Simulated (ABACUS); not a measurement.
Band-structure run of MnS (part 1 of 2)

The run: band-structure run of MnS (F-43m, 2 atoms in the cell). Method and program: Kohn-Sham DFT of a periodic cell, PBEsol, PseudoDojo NC SR 0.5 PBE standard, spin-polarised (ABACUS 3.10.1).

The structure derives from a Materials Project entry.

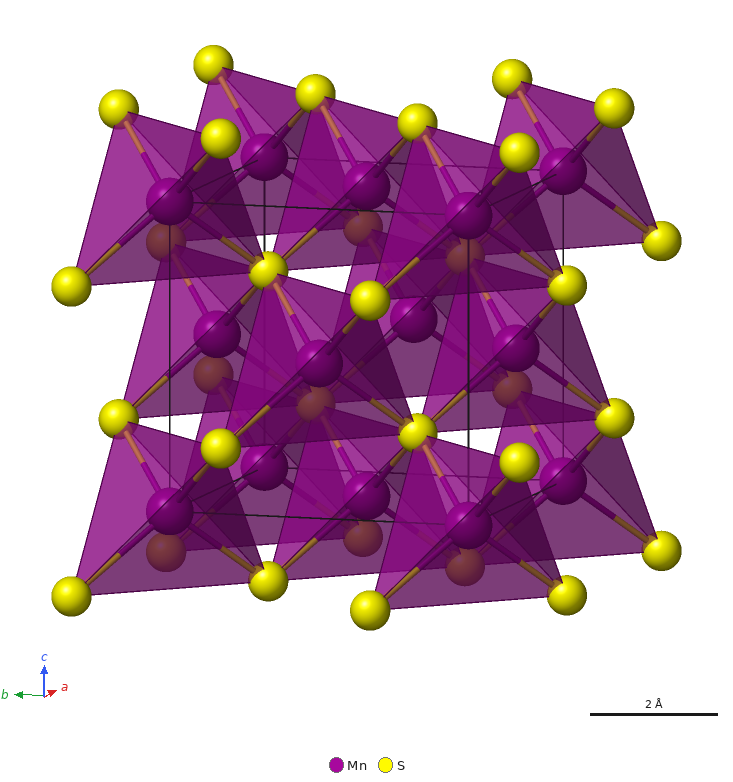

*The structure as given in the input (polyhedral view of the cell 4 times as large as that of the calculation, set on its symmetry axes, seen at an oblique angle; polyhedra are completed across the faces of the cell).*

Input:
```
INPUT_PARAMETERS
suffix              MnS
calculation         scf
basis_type          pw
pseudo_dir          ./
symmetry            1
dft_functional      pbesol
ecutwfc             97
pseudo_rcut         7
nspin               2
nbands              23
ks_solver           dav
smearing_method     fd
smearing_sigma      0.00367493
scf_thr             1e-08
scf_nmax            100
mixing_type         broyden
mixing_beta         0.4
cal_force           1
cal_stress          1
out_chg             1
kpar                4
```

File STRU:
```
ATOMIC_SPECIES
Mn 54.9380 Mn.upf
S 32.0600 S.upf

LATTICE_CONSTANT
1.8897261246

LATTICE_VECTORS
0.0000000000 2.4734634191 2.4734634191
2.4734634191 0.0000000000 2.4734634191
2.4734634191 2.4734634191 0.0000000000

ATOMIC_POSITIONS
Cartesian

Mn
0.0
1
0.0000000000 0.0000000000 0.0000000000 1 1 1 mag 4

S
0.0
1
3.7101951286 3.7101951286 3.7101951286 1 1 1 mag 0
```

File KPT:
```
K_POINTS
0
Gamma
7 7 7 0 0 0
```

Machine: 4 threads of Intel Xeon (Granite Rapids), 32 GiB of memory available, shared host.

Command:
```bash
OMP_NUM_THREADS=1 mpirun -np 4 abacus > log
```

Output:
```
ABACUS v3.10.1

               Atomic-orbital Based Ab-initio Computation at UStc

 ------------------------------------------------------------------------------------

 READING GENERAL INFORMATION
                           global_out_dir = OUT.MnS/
                           global_in_card = INPUT
                               pseudo_dir = ./
                              orbital_dir =
                                    DSIZE = 4
                                    GSIZE = 1

 READING UNITCELL INFORMATION
                                    ntype = 2
                  lattice constant (Bohr) = 1.88973
              lattice constant (Angstrom) = 1

 READING ATOM TYPE 1
                               atom label = Mn
                      L=0, number of zeta = 1
                      L=1, number of zeta = 1
                      L=2, number of zeta = 1
             number of atom for this type = 1
               magnetization of element 1 = 4

 READING ATOM TYPE 2
                               atom label = S
                      L=0, number of zeta = 1
                      L=1, number of zeta = 1
                      L=2, number of zeta = 1
             number of atom for this type = 1
               magnetization of element 2 = 0

                        TOTAL ATOM NUMBER = 2
CARTESIAN COORDINATES ( UNIT =       1.889726124600 Bohr ).
    atom                   x                   y                   z     mag                  vx                  vy                  vz
tauc_Mn1            0.0000000000        0.0000000000        0.0000000000  4.0000        0.0000000000        0.0000000000        0.0000000000
tauc_S1            3.7101951286        3.7101951286        3.7101951286  0.0000        0.0000000000        0.0000000000        0.0000000000

                          Volume (Bohr^3) = 204.241
                             Volume (A^3) = 30.2654

 Lattice vectors: (Cartesian coordinate: in unit of a_0)
                   +0            +2.47346            +2.47346
             +2.47346                  +0            +2.47346
             +2.47346            +2.47346                  +0
 Reciprocal vectors: (Cartesian coordinate: in unit of 2 pi/a_0)
            -0.202146           +0.202146           +0.202146
            +0.202146           -0.202146           +0.202146
            +0.202146           +0.202146           -0.202146
 The esolver type has been set to : ksdft_pw

                PAO radial cut off (Bohr) = 7

 Read in pseudopotential file is Mn.upf
                     pseudopotential type = NC
          exchange-correlation functional = PBE
                 nonlocal core correction = 1
                        valence electrons = 15
                                     lmax = 2
                           number of zeta = 4
                     number of projectors = 6
                           L of projector = 0
                           L of projector = 0
                           L of projector = 1
                           L of projector = 1
                           L of projector = 2
                           L of projector = 2
 XC functional updated to : pbesol
          exchange-correlation functional = PBESOL
                PAO radial cut off (Bohr) = 7

 Read in pseudopotential file is S.upf
                     pseudopotential type = NC
          exchange-correlation functional = PBE
                 nonlocal core correction = 1
                        valence electrons = 6
                                     lmax = 2
                           number of zeta = 2
                     number of projectors = 6
                           L of projector = 0
                           L of projector = 0
                           L of projector = 1
                           L of projector = 1
                           L of projector = 2
                           L of projector = 2
 XC functional updated to : pbesol
          exchange-correlation functional = PBESOL
     initial pseudo atomic orbital number = 14
 The readin total magnetization is 4

 SETUP THE ELECTRONS NUMBER
            electron number of element Mn = 15
      total electron number of element Mn = 15
             electron number of element S = 6
       total electron number of element S = 6
            AUTOSET number of electrons:  = 21
                           occupied bands = 11
                                   NBANDS = 23
                                   NLOCAL = 18

%%%%%%%%%%%%%%%%%%%%%%%%%%%%%%%%%%%%%%%%%%%%%%%%%%%%%%%%%%%%%%%%%%%%%%%%%%%%%%%%%%%%%%%%%%%%%%%%%%%%%%%%%%
 Warning: the number of valence electrons in pseudopotential > 7 for Mn: [Ar] 3d5 4s2
 Pseudopotentials with additional electrons can yield (more) accurate outcomes, but may be less efficient.
 If you're confident that your chosen pseudopotential is appropriate, you can safely ignore this warning.
%%%%%%%%%%%%%%%%%%%%%%%%%%%%%%%%%%%%%%%%%%%%%%%%%%%%%%%%%%%%%%%%%%%%%%%%%%%%%%%%%%%%%%%%%%%%%%%%%%%%%%%%%%

 SETUP THE PLANE WAVE BASIS
 energy cutoff for charge/potential (unit:Ry) = 388
            fft grid for charge/potential = [ 45, 45, 45 ]
                        fft grid division = [ 1, 1, 1 ]
        big fft grid for charge/potential = [ 45, 45, 45 ]
                                     nbxx = 91125
                                     nrxx = 91125

 SETUP PLANE WAVES FOR CHARGE/POTENTIAL
                    number of plane waves = 26301
                         number of sticks = 1159

 PARALLEL PW FOR CHARGE/POTENTIAL
     PROC   COLUMNS(POT)             PW
        1           1159          26301
 --------------- sum -------------------
        1           1159          26301
                            number of |g| = 289
                                  max |g| = 34.9786
                                  min |g| = 0

----------- Double Check Mixing Parameters Begin ------------
mixing_type: broyden
mixing_beta: 0.4
mixing_gg0: 1
mixing_gg0_min: 0.1
mixing_beta_mag: 1.6
mixing_gg0_mag: 0
mixing_ndim: 8
----------- Double Check Mixing Parameters End ------------

 LATTICE VECTORS: (CARTESIAN COORDINATE: IN UNIT OF A0)
                   +0            +2.47346            +2.47346
             +2.47346                  +0            +2.47346
             +2.47346            +2.47346                  +0
                       right hand lattice = 1
                                   NORM_A = 3.49801
                                   NORM_B = 3.49801
                                   NORM_C = 3.49801
                           ALPHA (DEGREE) = 60
                           BETA  (DEGREE) = 60
                           GAMMA (DEGREE) = 60

 The lattice vectors have been changed (STRU_SIMPLE.cif)

(for optimal symmetric configuration:)
                             BRAVAIS TYPE = 3
                     BRAVAIS LATTICE NAME = 03. Cubic F (face-centered)
                                    ibrav = 3
                                    IBRAV = 3
                                  BRAVAIS = FACE CENTERED CUBIC
                       LATTICE CONSTANT A = 4.94693
Original cell was already a primitive cell.
                        ROTATION MATRICES = 48
              PURE POINT GROUP OPERATIONS = 24
                   SPACE GROUP OPERATIONS = 24
                                       C2 = 3
                                       C3 = 8
                                       C4 = 0
                                       C6 = 0
                                       S1 = 6
                                       S3 = 0
                                       S4 = 6
                                       S6 = 0
                              POINT GROUP = T_d
                                       C2 = 3
                                       C3 = 8
                                       C4 = 0
                                       C6 = 0
                                       S1 = 6
                                       S3 = 0
                                       S4 = 6
                                       S6 = 0
               POINT GROUP IN SPACE GROUP = T_d

 SETUP K-POINTS
                                    nspin = 2
                   Input type of k points = Monkhorst-Pack(Gamma)
                                   nkstot = 343
                       right hand lattice = 1
(for reciprocal lattice: )
                             BRAVAIS TYPE = 2
                     BRAVAIS LATTICE NAME = 02. Cubic I (body-centered)
                                    ibrav = 2
                       right hand lattice = 1
(for k-lattice: )
                             BRAVAIS TYPE = 2
                     BRAVAIS LATTICE NAME = 02. Cubic I (body-centered)
                                    ibrav = 2
                       right hand lattice = 1
                        ROTATION MATRICES = 48
                               nkstot_ibz = 20
K-POINTS REDUCTION ACCORDING TO SYMMETRY
     IBZ    DIRECT_X    DIRECT_Y    DIRECT_Z  WEIGHT  ibz2bz
       1  0.00000000  0.00000000  0.00000000  0.0029       0
       2  0.14285714  0.14285714  0.14285714  0.0233       1
       3  0.28571429  0.28571429  0.28571429  0.0233       2
       4  0.42857143  0.42857143  0.42857143  0.0233       3
       5  0.14285714  0.14285714  0.00000000  0.0175       8
       6  0.28571429  0.14285714  0.28571429  0.0700       9
       7  0.42857143  0.28571429  0.42857143  0.0700      10
       8 -0.42857143  0.42857143  0.42857143  0.0700      11
       9  0.42857143  0.28571429  0.28571429  0.0700      12
      10  0.28571429  0.14285714  0.14285714  0.0350      13
      11  0.28571429  0.28571429  0.00000000  0.0175      16
      12  0.42857143  0.42857143  0.14285714  0.0700      17
      13 -0.28571429  0.42857143  0.42857143  0.0700      18
      14 -0.42857143  0.28571429  0.28571429  0.0350      19
      15  0.42857143  0.42857143  0.00000000  0.0175      24
      16 -0.14285714  0.42857143  0.42857143  0.0350      25
      17  0.42857143  0.28571429  0.14285714  0.0700      66
      18 -0.42857143  0.42857143  0.28571429  0.1399      67
      19 -0.42857143  0.42857143  0.14285714  0.0700      74
      20 -0.28571429  0.42857143  0.28571429  0.0700      75

                               nkstot now = 20
[... K-POINTS DIRECT COORDINATES: 20 rows ...]

           k-point number in this process = 5
       minimum distributed K point number = 5
[... stars of the k points ...]
                             nks(nspin=2) = 10
                          nkstot(nspin=2) = 40

[... K-POINTS CARTESIAN COORDINATES: 10 rows ...]

[... K-POINTS DIRECT COORDINATES: 10 rows ...]

 SETUP PLANE WAVES FOR WAVE FUNCTIONS
     energy cutoff for wavefunc (unit:Ry) = 97
              fft grid for wave functions = [ 45, 45, 45 ]
                    number of plane waves = 3839
                         number of sticks = 313

 PARALLEL PW FOR WAVE FUNCTIONS
     PROC   COLUMNS(POT)             PW
        1            313           3839
 --------------- sum -------------------
        1            313           3839

 SETUP NONLOCAL PSEUDOPOTENTIALS IN PLANE WAVE BASIS
 Mn non-local projectors:
 projector 1 L=0
 projector 2 L=0
 projector 3 L=1
 projector 4 L=1
 projector 5 L=2
 projector 6 L=2
 S non-local projectors:
 projector 1 L=0
 projector 2 L=0
 projector 3 L=1
 projector 4 L=1
 projector 5 L=2
 projector 6 L=2
      TOTAL NUMBER OF NONLOCAL PROJECTORS = 36

 Init Non-Local PseudoPotential table :
 Init Non-Local-Pseudopotential done.

                                     npwx = 3308

 Make real space PAO into reciprocal space.
       max mesh points in Pseudopotential = 701
     dq(describe PAO in reciprocal space) = 0.01
                                    max q = 1186

 number of pseudo atomic orbitals for Mn is 4
WARNING: norm of atomic wavefunction # 3 of atomic type Mn is 0.999955, renormalized
WARNING: norm of atomic wavefunction # 4 of atomic type Mn is 0.995637, renormalized

 number of pseudo atomic orbitals for S is 2
WARNING: norm of atomic wavefunction # 1 of atomic type S is 0.999996, renormalized
WARNING: norm of atomic wavefunction # 2 of atomic type S is 0.999693, renormalized

 -------------------------------------------
 SELF-CONSISTENT
 -------------------------------------------
                                 init_chg = atomic

 PW ALGORITHM --------------- ION=   1  ELEC=   1--------------------------------
 Notice: Threshold on eigenvalues was too large.
 hsover_error=0.21 > DRHO=0.0814155
 Origin diag ethr = 0.01
 New diag ethr = 0.000387693
          total magnetism (Bohr mag/cell) = 3.12475
       absolute magnetism (Bohr mag/cell) = 3.14085
                        nelec for spin up = 12.0624
                      nelec for spin down = 8.93762

 Density error is 0.0812737049818
                          Error Threshold = 0.000387692994668
----------------------------------------------------------
     Energy           Rydberg                 eV
----------------------------------------------------------
 E_KohnSham     -239.4479973739      -3257.8571389738
 E_Harris       -238.0980983245      -3239.4908201768
 E_Fermi        0.8622431122         11.7314193868
----------------------------------------------------------

 PW ALGORITHM --------------- ION=   1  ELEC=   2--------------------------------
          total magnetism (Bohr mag/cell) = 2.41340003529
       absolute magnetism (Bohr mag/cell) = 2.53684516579
                        nelec for spin up = 11.7067000176
                      nelec for spin down = 9.29329998235

 Density error is 0.0184562049605
                          Error Threshold = 0.000387017642771
----------------------------------------------------------
     Energy           Rydberg                 eV
----------------------------------------------------------
 E_KohnSham     -239.4643321100      -3258.0793844604
 E_Harris       -239.2390970485      -3255.0149042348
 E_Fermi        0.8782491604         11.9491928445
----------------------------------------------------------

 PW ALGORITHM --------------- ION=   1  ELEC=   3--------------------------------
          total magnetism (Bohr mag/cell) = 2.04586605554
       absolute magnetism (Bohr mag/cell) = 2.17506130413
                        nelec for spin up = 11.5229330278
                      nelec for spin down = 9.47706697223

 Density error is 0.0087954923093
                          Error Threshold = 8.78866902881e-05
----------------------------------------------------------
     Energy           Rydberg                 eV
----------------------------------------------------------
 E_KohnSham     -239.4626318522      -3258.0562512657
 E_Harris       -238.9722243277      -3251.3839145907
 E_Fermi        0.8753664602         11.9099716967
----------------------------------------------------------

 PW ALGORITHM --------------- ION=   1  ELEC=   4--------------------------------
          total magnetism (Bohr mag/cell) = 1.30816058558
       absolute magnetism (Bohr mag/cell) = 1.45475853476
                        nelec for spin up = 11.1540802928
                      nelec for spin down = 9.84591970721

 Density error is 0.00395653180417
                          Error Threshold = 4.18832967109e-05
----------------------------------------------------------
     Energy           Rydberg                 eV
```
